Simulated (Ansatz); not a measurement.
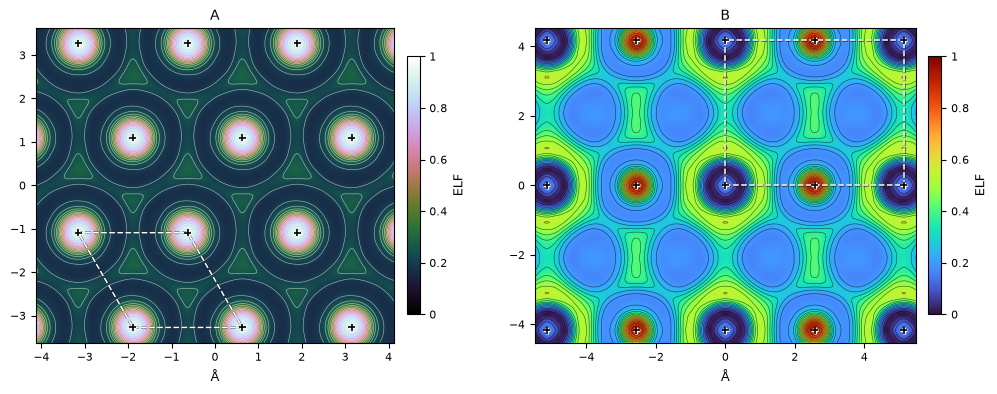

The ELF of 2 systems, each on a plane through atoms (crosses mark nuclei in the plane).

Computed with DFT PBEsol, scalar-relativistic, plane waves, PAW (Ansatz).

System 1: AlCu$_{3}$, the (100) plane of the conventional cell. Space group P6₃/mmc; a structure from a database of computed crystals, not necessarily the ambient phase; computed without spin polarisation.

System 2: Cu, the (001) plane of the conventional cell. Space group P6₃/mmc; a structure from a database of computed crystals, not necessarily the ambient phase; computed without spin polarisation.

```yaml
crystal:
  lattice:
    - [2.51980, 0.00000, 0.00000]
    - [-1.25990, 2.18221, 0.00000]
    - [0.00000, 0.00000, 8.23525]
  atoms:
    - { symbol: Cu, position: [0.00000, 0.00000, 0.00000] }
    - { symbol: Cu, position: [0.33333, 0.66667, 0.25000] }
    - { symbol: Cu, position: [0.00000, 0.00000, 0.50000] }
    - { symbol: Cu, position: [0.66667, 0.33333, 0.75000] }
```

**Which map belongs to which system?**

Panel A is system 2, Cu: the plane holds Cu. Cu–Cu (2.52 Å): the ELF is about 0.20 at the midpoint; no localised pair shows between them. Panel B is system 1, AlCu$_{3}$: the plane holds Al and Cu. Al–Cu (2.57 Å): the ELF is about 0.40 at the midpoint.
